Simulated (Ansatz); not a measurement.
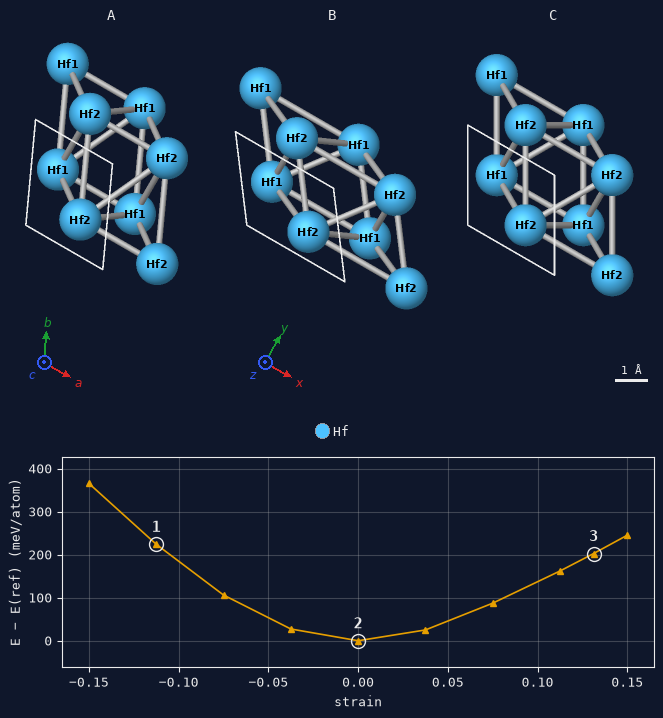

Crystalline Hf (P6_3/mmc): the cell is strained along x and oppositely along y, with the atoms kept at their fractional coordinates. x, y and z are the Cartesian axes of the input. The frames are shuffled; the numbered points of the plot belong to them. Style: ball-and-stick. Shown: the cell of the calculation, repeated 2 × 2 × 1 with one cell outlined, along the c axis.

These are results of DFT PBE, scalar-relativistic, plane waves, PAW in Ansatz 0.2.0, not measurements. (plane-wave cutoff 420 eV; k-point mesh 18 × 18 × 10; occupations gaussian; smearing width 0.15 eV; no spin polarisation). Energies (free energies at the smearing named) are counted from the cell as listed in its source, which wasn't relaxed.

**Which frame belongs to which numbered point?**

Point 1 is frame A (the strain −0.1125, 224 meV/atom); 2 is frame C (the strain 0.00, 0 meV/atom); 3 is frame B (the strain 0.1312, 203 meV/atom). Of the computed points the lowest is at the strain 0.00, 0 meV/atom. At the ends of the scan the energy is 365 meV/atom (−0.15) and 245 meV/atom (0.15). The unrelaxed reference is under a pressure of 0.8 GPa. The distortion takes the space group from P6_3/mmc to Cmcm. At the strain −0.15 the cell of the drawing goes a 3.197 → 2.717 Å, b 3.197 → 3.461 Å, γ 120.0° → 113.1°.
